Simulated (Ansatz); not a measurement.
Single-point calculation of Cu₂O (part 2 of 2)

Cu₂O (Pn-3m, 12 atoms in the cell); DFT r2SCAN, scalar-relativistic, plane waves, PAW, spin-polarised (Ansatz 0.2.0); cutoff 500 eV, 6×6×6 k-mesh, Gaussian smearing of 0.05 eV, collinear spins. The structure derives from an entry of the Crystallography Open Database.

Geometry of the input (Å; fractional positions):
```
0.0000  4.2457  4.2457
4.2457  0.0000  4.2457
4.2457  4.2457  0.0000
Cu 0.1250  0.1250  0.1250
Cu 0.6250  0.1250  0.1250
Cu 0.1250  0.1250  0.6250
Cu 0.1250  0.6250  0.1250
O  0.0000  0.0000  0.0000
O  0.2500  0.2500  0.2500
Cu 0.6250  0.6250  0.6250
Cu 1.1250  0.6250  0.6250
Cu 0.6250  0.6250  1.1250
Cu 0.6250  1.1250  0.6250
O  0.5000  0.5000  0.5000
O  0.7500  0.7500  0.7500
```

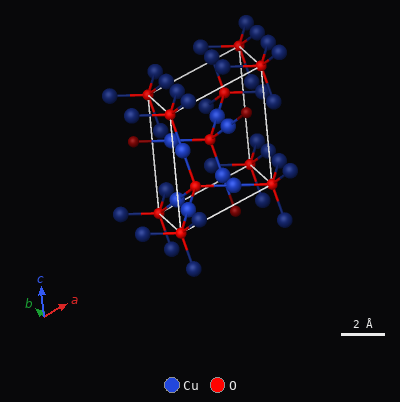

**Figure 1.** The structure as given in the input (ball-and-stick view of the cell of the calculation, seen slightly off an axis; neighbours outside the cell are drawn fainter).

Output, continued
```
Per-site moments (μB) at R_I (Å): [(-1.1329515596924948e-7, 0.7583520029669103), (-1.1329515592920187e-7, 0.7583520029669102), (-1.1329515597672625e-7, 0.7583520029669102), (-1.1329515583425384e-7, 0.7583520029669102), (2.3168930748404116e-6, 0.7583520029669103), (2.3168930749642368e-6, 0.7583520029669102), (-1.1329515599819477e-7, 0.7583520029669102), (-1.1329515596033397e-7, 0.7583520029669102), (-1.1329515599655057e-7, 0.7583520029669102), (-1.1329515584416356e-7, 0.7583520029669102), (2.316893074774387e-6, 0.7583520029669102), (2.3168930749198226e-6, 0.7583520029669102)]
Free energy (F): -55319.683949 eV
Harris-Foulkes:  -55319.683949 eV  (|F-HF|=2.76e-10)
Internal energy: -55319.683949 eV  (E = F + TS)
E sigma→0 (E₀):  -55319.683949 eV
Fermi energy:    11.378247 eV
--- Per-component energies (eV) ---
  E_band       = -3859.321442
  E_kinetic    = 3094.035677
  E_local      = -39441.632809  (includes V_loc(G=0)·N_el)
  E_nonlocal   = 3398.151146
  E_hartree    = 17261.295556
  E_xc         = -949.141048
  E_vxc        = -1395.073058  (∫ρ·V_xc dr)
  E_paw        = -14096.649195  (= ΣΔE_a)
  E_vpaw       = -4132.731928  (= ΣTr[D̂ρ^β])
  E_aug_tail   = 0.005082  (compensation charges beyond the density's cutoff)
  E_vtau       = 95.333861  (kinetic-family band-sum trace: ∫τ·v_τ [+ j·A + Jᵃ·Aᵃ] dr)
  E_ewald      = -24583.211731
  E_core_change = -2.536628  (= ΣΔE_core)
  E_smearing   = -0.000000  (= −TS)
  E_closure    = 0.000000  (closes the sum)
  Σ components = -55319.683949   (vs F -55319.683949, Δ=0.00e0)
--- Forces (eV/Å), atoms counted from 1 ---
  atom   1  Cu     0.00000000    -0.00000000     0.00000000
  atom   2  Cu     0.00000000     0.00000000     0.00000000
  atom   3  Cu     0.00000000    -0.00000000    -0.00000000
  atom   4  Cu     0.00000000    -0.00000000    -0.00000000
  atom   5  O      0.00000000     0.00000000     0.00000000
  atom   6  O      0.00000000    -0.00000000    -0.00000000
  atom   7  Cu     0.00000000     0.00000000     0.00000000
  atom   8  Cu     0.00000000    -0.00000000     0.00000000
  atom   9  Cu     0.00000000    -0.00000000     0.00000000
  atom  10  Cu     0.00000000     0.00000000    -0.00000000
  atom  11  O      0.00000000    -0.00000000     0.00000000
  atom  12  O      0.00000000    -0.00000000     0.00000000
  max |Σ_I F_I| component: 2.43e-17 eV/Å
--- Stress (GPa, compression-positive) ---
        0.002156       0.000000      -0.000000
       -0.000000       0.002156       0.000000
       -0.000000      -0.000000       0.002156
  P = ⅓ Tr σ = 0.0022 GPa (0.022 kbar)
--- Band table (eV; the first three rows and the last of 32) ---
  k-point 0 ↑: bands = ["-104.9229", "-104.9219", "-104.9217", "-104.9217", "-104.9217", "-104.9213", "-104.9213", "-104.9213", "-60.9125", "-60.9119", "-60.8967", "-60.8967", "-60.8967", "-60.8966", "-60.8966", "-60.8966", "-60.7087", "-60.7087", "-60.7079", "-60.7079", "-60.7079", "-60.7008", "-60.7008", "-60.7008", "-60.6976", "-60.6976", "-60.6975", "-60.6975", "-60.6975", "-60.6972", "-60.6972", "-60.6972", "-10.4537", "-10.2844", "-9.7919", "-9.7170", "3.4029", "3.4029", "3.4029", "3.5101", "3.5101", "3.5101", "4.9960", "4.9960", "4.9960", "5.8699", "5.8699", "5.8699", "6.0400", "7.6561", "7.6561", "7.6561", "7.8206", "7.8206", "7.9981", "7.9981", "7.9981", "8.3176", "8.3176", "8.5607", "8.5607", "8.5607", "8.8324", "8.8324", "8.9392", "8.9392", "8.9392", "8.9808", "8.9808", "8.9808", "9.0833", "9.0833", "9.0833", "9.0971", "9.0971", "9.0971", "9.2596", "9.2596", "9.3128", "9.3128", "9.3128", "10.0552", "10.3737", "10.3737", "10.3737", "10.9794", "10.9794", "10.9794", "11.7737", "12.4259", "12.4259", "13.6781", "13.6781", "13.6781", "16.2595", "16.2595", "16.2595", "18.5821", "19.3093", "19.4746", "19.4746", "19.4746", "20.7206", "20.7206", "20.7206", "22.1729", "24.2384", "24.2384", "24.2737", "24.2737", "24.2737"]
  k-point 1 ↑: bands = ["-104.9228", "-104.9219", "-104.9217", "-104.9217", "-104.9217", "-104.9214", "-104.9214", "-104.9214", "-60.9117", "-60.9112", "-60.8974", "-60.8973", "-60.8966", "-60.8966", "-60.8966", "-60.8966", "-60.7082", "-60.7082", "-60.7076", "-60.7076", "-60.7072", "-60.7010", "-60.7010", "-60.7006", "-60.6981", "-60.6981", "-60.6979", "-60.6977", "-60.6975", "-60.6975", "-60.6972", "-60.6972", "-10.4167", "-10.2646", "-9.8212", "-9.7523", "3.4251", "3.4251", "3.5131", "3.5274", "3.5274", "3.5666", "4.9881", "4.9881", "5.0079", "5.3302", "5.7335", "5.7335", "6.3624", "7.6354", "7.7155", "7.7155", "7.8891", "7.8891", "8.0774", "8.0774", "8.1461", "8.3542", "8.3542", "8.5594", "8.5594", "8.6015", "8.8295", "8.8295", "8.9030", "8.9319", "8.9319", "8.9796", "8.9796", "9.0401", "9.0712", "9.0977", "9.0977", "9.1004", "9.1101", "9.1101", "9.2253", "9.2253", "9.2417", "9.2417", "9.2689", "10.0924", "10.1349", "10.3065", "10.3065", "10.5893", "10.5893", "10.9242", "11.9564", "12.9999", "12.9999", "13.6944", "13.8729", "13.8729", "15.8161", "16.2294", "16.2294", "18.6369", "19.3422", "19.5305", "19.5305", "19.7326", "19.7326", "19.8673", "20.9583", "22.9627", "24.1281", "24.3603", "24.3603", "24.9675", "24.9675"]
  k-point 2 ↑: bands = ["-104.9226", "-104.9220", "-104.9217", "-104.9216", "-104.9216", "-104.9214", "-104.9214", "-104.9214", "-60.9097", "-60.9094", "-60.8993", "-60.8991", "-60.8966", "-60.8966", "-60.8966", "-60.8966", "-60.7072", "-60.7072", "-60.7070", "-60.7070", "-60.7053", "-60.7012", "-60.7012", "-60.7000", "-60.6999", "-60.6994", "-60.6994", "-60.6983", "-60.6975", "-60.6975", "-60.6974", "-60.6974", "-10.3217", "-10.2208", "-9.8894", "-9.8382", "3.4805", "3.4805", "3.5520", "3.5520", "3.6244", "3.9841", "4.6171", "4.9023", "5.0166", "5.0166", "5.4409", "5.4409", "6.7498", "7.5173", "7.8708", "7.8708", "7.9794", "7.9794", "8.3014", "8.3014", "8.3257", "8.4205", "8.4205", "8.5675", "8.5675", "8.7148", "8.7186", "8.7901", "8.7901", "8.8522", "8.8522", "8.8593", "8.8593", "9.0122", "9.1098", "9.1098", "9.1107", "9.1342", "9.1342", "9.1806", "9.1846", "9.1846", "9.1955", "9.1955", "9.2191", "9.7072", "10.1676", "10.1676", "10.1836", "10.1836", "10.2603", "10.7637", "12.4567", "13.6079", "13.8754", "13.8754", "14.2911", "14.2911", "15.4508", "16.2650", "16.2650", "17.2153", "18.0371", "18.0371", "20.1252", "20.1252", "20.7808", "21.3056", "21.6485", "22.9799", "22.9799", "23.4210", "24.1225", "24.3019", "24.6820"]
  k-point 15 ↓: bands = ["-104.9221", "-104.9221", "-104.9219", "-104.9219", "-104.9215", "-104.9215", "-104.9214", "-104.9214", "-60.9044", "-60.9044", "-60.9043", "-60.9043", "-60.8966", "-60.8966", "-60.8965", "-60.8965", "-60.7051", "-60.7051", "-60.7047", "-60.7047", "-60.7034", "-60.7034", "-60.7032", "-60.7032", "-60.6996", "-60.6996", "-60.6995", "-60.6995", "-60.6982", "-60.6982", "-60.6978", "-60.6978", "-10.0771", "-10.0771", "-10.0668", "-10.0668", "3.4137", "3.4137", "3.7022", "3.7022", "4.3443", "4.3443", "4.4434", "4.4434", "4.8436", "4.8436", "5.0286", "5.0286", "7.5950", "7.5950", "7.7927", "7.7927", "8.1872", "8.1872", "8.2672", "8.2672", "8.4816", "8.4816", "8.5289", "8.5289", "8.5425", "8.5425", "8.5962", "8.5962", "8.7292", "8.7292", "8.7985", "8.7985", "8.9729", "8.9729", "8.9738", "8.9738", "8.9901", "8.9901", "9.0062", "9.0062", "9.2450", "9.2450", "9.3659", "9.3659", "9.6246", "9.6246", "9.6419", "9.6419", "10.3777", "10.3777", "10.5177", "10.5177", "13.3677", "13.3677", "13.5520", "13.5520", "15.1420", "15.1420", "15.3057", "15.3057", "18.3914", "18.3914", "18.7619", "18.7619", "18.7853", "18.7853", "19.1807", "19.1807", "22.0073", "22.0073", "23.4147", "23.4147", "24.1425", "24.1425", "24.2922"]
--- Löwdin populations: 12 sites ---
  site symbol       q [e]    m [muB]
     0     Cu     18.4276    -0.0000
     1     Cu     18.4276    -0.0000
     2     Cu     18.4276    -0.0000
     3     Cu     18.4276    -0.0000
     4      O      6.9729     0.0000
     5      O      6.9729     0.0000
     6     Cu     18.4276    -0.0000
     7     Cu     18.4276    -0.0000
     8     Cu     18.4276    -0.0000
     9     Cu     18.4276    -0.0000
    10      O      6.9729     0.0000
    11      O      6.9729     0.0000
  spilling = 0.003907 (of n_electrons = 176.000000)
```

File populations.tsv
```
# site	symbol	l	j	q_up	q_dn
# orbitals = lowdin
# n_electrons = 176.000000
# spilling = 0.003907
0	Cu	0_3S	-	0.998715	0.998715
0	Cu	0_4S	-	0.384881	0.384881
0	Cu	1_3P	-	2.999367	2.999367
0	Cu	2_3D	-	4.830845	4.830845
1	Cu	0_3S	-	0.998715	0.998715
1	Cu	0_4S	-	0.384881	0.384881
1	Cu	1_3P	-	2.999367	2.999367
1	Cu	2_3D	-	4.830845	4.830845
2	Cu	0_3S	-	0.998715	0.998715
2	Cu	0_4S	-	0.384881	0.384881
2	Cu	1_3P	-	2.999367	2.999367
2	Cu	2_3D	-	4.830845	4.830845
3	Cu	0_3S	-	0.998715	0.998715
3	Cu	0_4S	-	0.384881	0.384881
3	Cu	1_3P	-	2.999367	2.999367
3	Cu	2_3D	-	4.830845	4.830845
4	O	0_2S	-	0.887072	0.887072
4	O	1_2P	-	2.599356	2.599354
5	O	0_2S	-	0.887072	0.887072
5	O	1_2P	-	2.599356	2.599354
6	Cu	0_3S	-	0.998715	0.998715
6	Cu	0_4S	-	0.384881	0.384881
6	Cu	1_3P	-	2.999367	2.999367
6	Cu	2_3D	-	4.830845	4.830845
7	Cu	0_3S	-	0.998715	0.998715
7	Cu	0_4S	-	0.384881	0.384881
7	Cu	1_3P	-	2.999367	2.999367
7	Cu	2_3D	-	4.830845	4.830845
8	Cu	0_3S	-	0.998715	0.998715
8	Cu	0_4S	-	0.384881	0.384881
8	Cu	1_3P	-	2.999367	2.999367
8	Cu	2_3D	-	4.830845	4.830845
9	Cu	0_3S	-	0.998715	0.998715
9	Cu	0_4S	-	0.384881	0.384881
9	Cu	1_3P	-	2.999367	2.999367
9	Cu	2_3D	-	4.830845	4.830845
10	O	0_2S	-	0.887072	0.887072
10	O	1_2P	-	2.599356	2.599354
11	O	0_2S	-	0.887072	0.887072
11	O	1_2P	-	2.599356	2.599354
```

Results in brief

```json
{"quantity": "outcome", "value": "converged"}
{"quantity": "space group (tolerance 0.01 Å)", "value": "Pn-3m (224)"}
{"quantity": "electrons treated", "value": "176"}
{"quantity": "free energy", "value": "−55319.6839 eV"}
{"quantity": "Fermi energy", "value": "11.378 eV"}
{"quantity": "gap on the k-point mesh", "value": "0.79 eV"}
{"quantity": "net moment of the cell", "value": "0.00 μB"}
{"quantity": "integrated absolute moment", "value": "0.00 μB"}
{"quantity": "pressure", "value": "0.00 GPa"}
{"quantity": "largest force (length of the vector)", "value": "under 0.001 eV/Å"}
{"quantity": "hardware", "value": "4 threads of Arm Neoverse V2, 24 GiB of memory available, shared host"}
{"quantity": "wall time", "value": "35 s (CPU time 2.3 min)"}
{"quantity": "peak memory", "value": "1.4 GiB"}
```

Notes

Warnings of the run: some starting moments were not kept; the state was not tested for a lower one. Semilocal DFT without U tends to delocalise the d electrons of such compounds and to underestimate the gap.
